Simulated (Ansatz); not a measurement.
Cr (Pm-3n, No. 223): a calculation's starting geometry; the starting structure was generated, so it need not be a known form of this composition.

```xyz
8
Lattice="4.5417 0.0000 0.0000 0.0000 4.5417 0.0000 0.0000 0.0000 4.5417" Properties=species:S:1:pos:R:3 pbc="T T T"
Cr    0.0000    0.0000    0.0000
Cr    2.2708    2.2708    2.2708
Cr    1.1354    0.0000    2.2708
Cr    3.4063    0.0000    2.2708
Cr    2.2708    1.1354    0.0000
Cr    2.2708    3.4063    0.0000
Cr    0.0000    2.2708    1.1354
Cr    0.0000    2.2708    3.4063
```

**What will a map of the projected electrostatic potential along [001] show? Computed as the sum of neutral-atom potentials (tabulated electron scattering factors, B = 0.5 Å²) projected along the beam and smoothed by 0.25 Å; brighter is more positive. The display is stretched by a gamma of 0.7; percentages refer to the linear signal.**

The columns repeat on a square net with a repeat of 4.54 Å (plane group p4mm). The brightest columns hold 2 Cr per repeat; in falling brightness follow 1 Cr (about 50 %). Brightness is counted from the darkest point of the image. The shortest distance between visible columns is 1.14 Å in projection (between Cr columns). Along the beam the structure repeats every 4.54 Å.

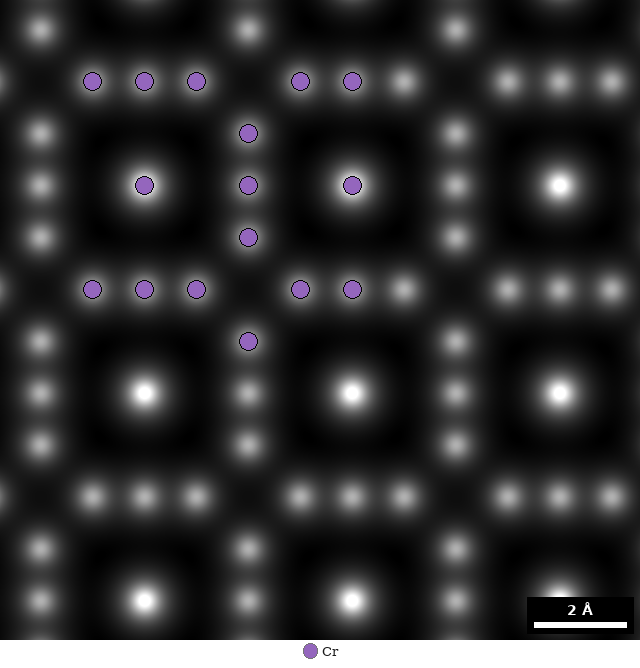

The simulated image, with the columns of the model marked in one corner.
